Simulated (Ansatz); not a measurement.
The structure in question:

```xyz
4
Lattice="5.1490 0.0000 0.0000 0.0000 5.1490 0.0000 0.0000 0.0000 2.8787" Properties=species:S:1:pos:R:3 pbc="T T T"
Ge    2.5745    0.0000    2.1590
Ge    2.5745    2.5745    1.4393
Ge    0.0000    2.5745    0.7197
Ge    0.0000    0.0000    0.0000
```

Summarise the structure in words.

Answer. The element is germanium. It belongs to space group I4_1/amd (No. 141) and has a body-centred tetragonal lattice. Type of structure: β-tin type. The cell holds four atoms.

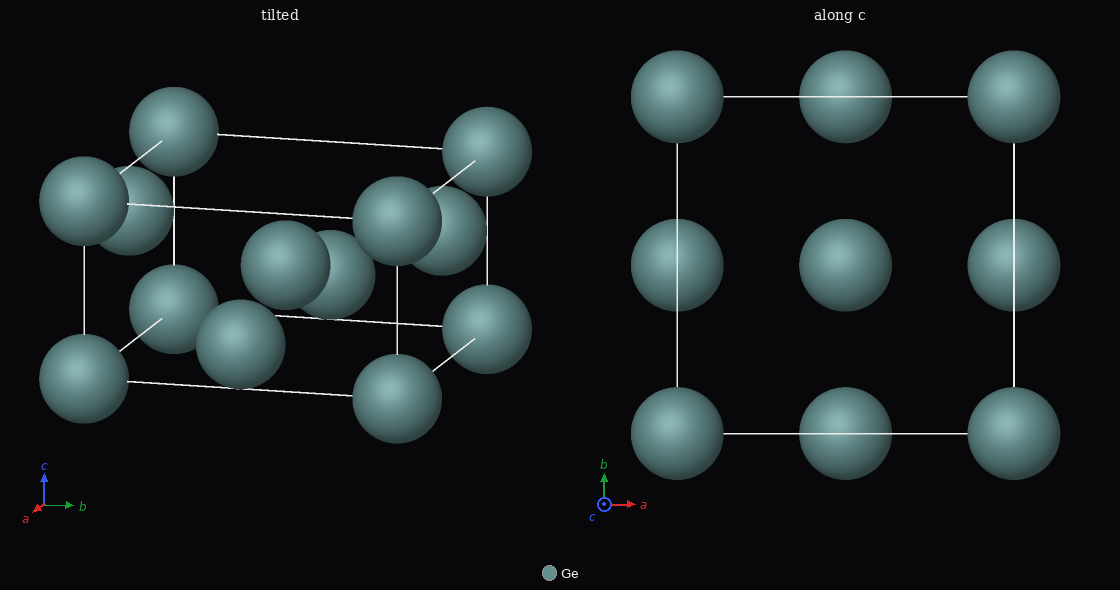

An orthographic spheres-only view of the structure, slightly off an axis and along the c axis. Atoms at the boundary of the conventional unit cell (the box) are drawn once for each face, edge or corner they touch. Colours: germanium teal.

The cell started as a structure listed in the Materials Project. The cell was then strained or its atoms displaced on purpose. Ansatz was used for an electronic-structure calculation on it.
